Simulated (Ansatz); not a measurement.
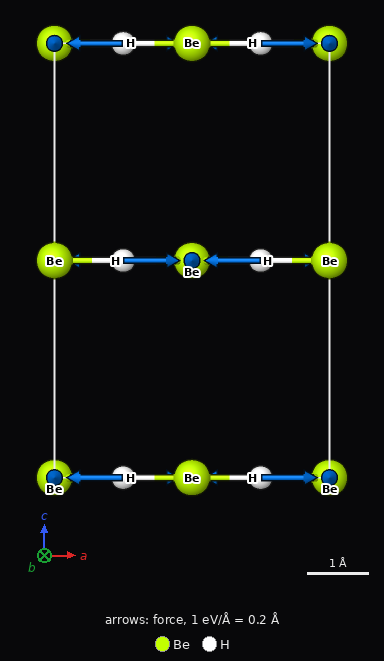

Starting geometry of a crystal of Be$_{3}$H$_{2}$ (built on the random type) (coarse preliminary run) with the computed forces as blue arrows. The picture is a ball-and-stick view of the conventional cell (4 times the calculation's cell), seen along the b axis. Lengths and directions refer to the drawn axes.

Case: random cell with space group Fmmm (No. 69).

Level of theory: Ansatz 0.2.0, DFT PBE, scalar-relativistic, plane waves, PAW. Set-up: plane-wave cutoff 420 eV; k-point mesh 6 × 6 × 6; occupations gaussian; smearing width 0.1 eV; no spin polarisation; cell and atoms relaxed; force threshold 0.04 eV/Å; at most 70 steps.

### Is this structure relaxed? If not, where do the atoms go?

It isn't relaxed: the largest force vector, on Be atoms, is 7.67 eV/Å. The final displacements follow the starting forces only in part (cosine between the two patterns 0.72). The largest moves relative to the cell, 1.02 Å, are those of H atoms. Largest moves by element: H 1.02 Å, Be 0.26 Å. The drawn cell changes as follows: a 4.546 → 8.276 Å (+82.1 %), b 5.046 → 6.420 Å (+27.2 %), c 7.177 → 3.694 Å (−48.5 %); the volume changes by +19.2 %. Among the contacts that change: Be–H 1.136 → 3.086 Å, Be–Be 1.496 → 2.164 Å, Be–H 1.532 → 1.483 Å. Bonds break: Be–Be (1.50 → 2.16 Å), Be–H (1.14 → 3.09 Å). Among the angles between lasting bonds that change: H–Be–H 95.8° → 90.3°, Be–H–Be 84.2° → 89.7°. The space group stays Fmmm (No. 69). Over 27 accepted moves (29 points after the start) the energy falls by 8.332 eV per cell of the calculation. Largest force component: 7.7 eV/Å at the start, 0.0019 eV/Å at the end. The pressure goes from 44.27 to 0.06 GPa. At 2 points the geometry stayed and the basis and grid were re-selected for the new cell (energy shift of 0.141 eV per cell of the calculation at most each time).
